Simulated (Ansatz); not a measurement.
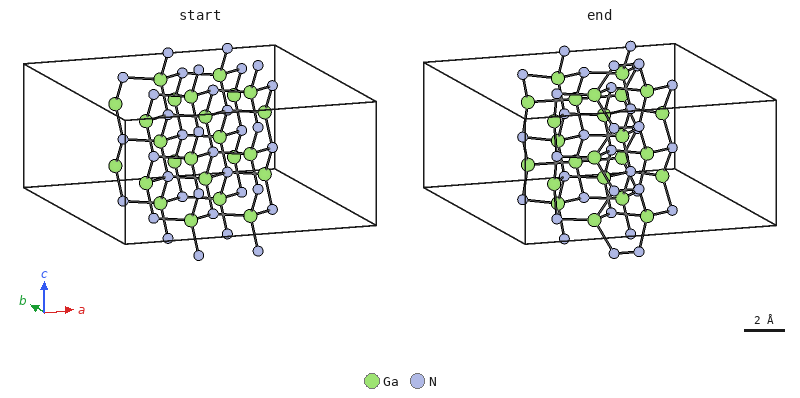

The structure of a wire of composition GaN before (left) and after (right) a relaxation, at one scale.

A ball-and-stick model of the 2 repeat of the cell, with the vacuum cut short (origin shifted), seen slightly off an axis.

Case: wire along [1 1 0], 20 atoms a period.

Theory: DFT PBEsol, scalar-relativistic, plane waves, PAW in Ansatz. Settings: plane-wave cutoff 420 eV; k-point mesh 1 × 1 × 10; occupations gaussian; smearing width 0.05 eV; collinear spin; cell relaxed at fixed a, b, alpha, beta, gamma; force threshold 0.02 eV/Å; at most 45 steps.

Summarise the run.

Answer. The energy falls by 6.323 eV per cell of the calculation in 13 accepted moves (17 points after the start). Largest force component: 2.8 eV/Å at the start, 0.016 eV/Å at the end. The line search rejected the trial steps at points 10, 13, 15 of the run. At 1 point the geometry stayed and the basis and grid were re-selected for the new cell (energy shift of 8.9 meV per cell of the calculation at most each time). The largest moves relative to the layer's centre, 0.96 Å, are those of N atoms. By element the largest moves are N 0.96 Å, Ga 0.66 Å. Along the periodic axis the drawn cell goes c 6.361 → 6.437 Å (+1.2 %). Some distances before and after: N–N 3.181 → 1.338 Å, Ga–Ga 3.181 → 2.520 Å, Ga–N 1.948 → 1.862 Å, Ga–N 1.948 → 2.018 Å. New bonds form: Ga–Ga (3.18 → 2.52 Å), N–N (3.18 → 1.34 Å). Among the angles between lasting bonds that change: Ga–N–Ga 109.5° → 90.5°, N–Ga–N 109.5° → 92.0°, Ga–N–Ga 109.5° → 124.6°. The program noted that the starting moments weren't kept.
